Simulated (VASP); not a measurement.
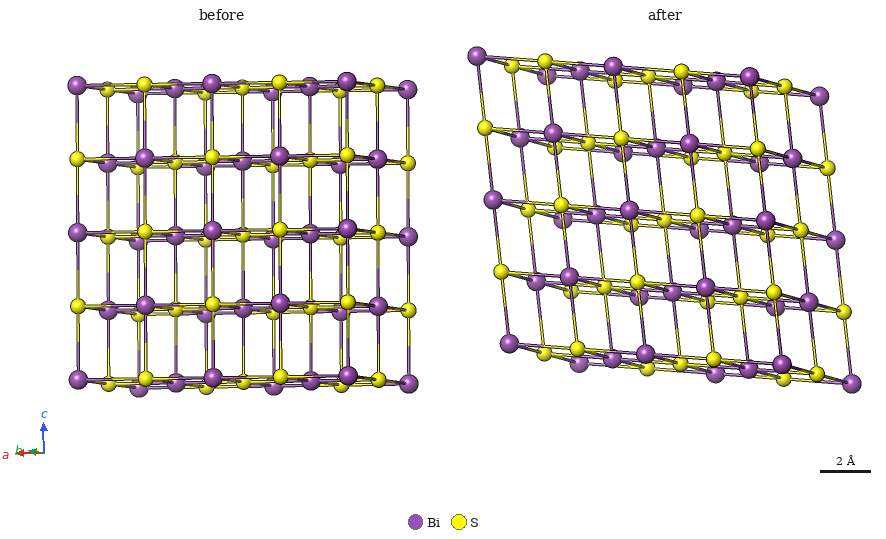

The structure of crystalline BiS (a generated structure, set up in R-3m) before (left) and after (right) a relaxation, at one scale.

A ball-and-stick model of the conventional cell (4 times the calculation's cell), repeated 2 × 1 × 2 with one cell outlined, seen from a free direction. Lengths and directions refer to the drawn axes.

The run lets cell and atoms move.

Computed with Kohn-Sham DFT of a periodic cell, PBE, VASP PAW PBE potentials, recommended (VASP).

The input:
```
ALGO = Normal
EDIFF = 1E-6
EDIFFG = -0.01
ENCUT = 600
GGA = PE
IBRION = 2
ISIF = 3
ISMEAR = -1
LASPH = True
LCHARG = False
LREAL = False
LWAVE = False
NELM = 80
NSW = 60
PREC = Accurate
PSTRESS = 20
SIGMA = 0.05
```

Launched with:
```bash
cat potpaw_PBE.64/Bi_d/POTCAR potpaw_PBE.64/S/POTCAR > POTCAR
mpirun -np 1 vasp_std > vasp.out
```

Question: Describe what moved and what it gained.

Answer: The atoms keep their places relative to the cell (all moves are under 0.005 Å). The drawn cell changes as follows: a = b = c 5.998 → 5.892 Å (−1.8 %), α 89.4° → 79.7°, β 89.4° → 79.7°, γ 89.4° → 79.7°; the volume changes by −9.3 %. Near-neighbour distances that change, for instance: Bi–S 2.999 → 2.946 Å. Bond angles that change, for instance: S–Bi–S 89.4° → 79.7°, S–Bi–S 90.6° → 100.3°, Bi–S–Bi 90.6° → 100.3°. The space group stays R-3m (No. 166). After 14 geometry steps the energy has fallen by 0.104 eV per cell of the calculation. With the target pressure of 2 GPa, the enthalpy E + pV changes by −0.167 eV per cell of the calculation. All forces vanish by symmetry, so only the cell relaxes. The pressure goes from −1.35 to 1.99 GPa.
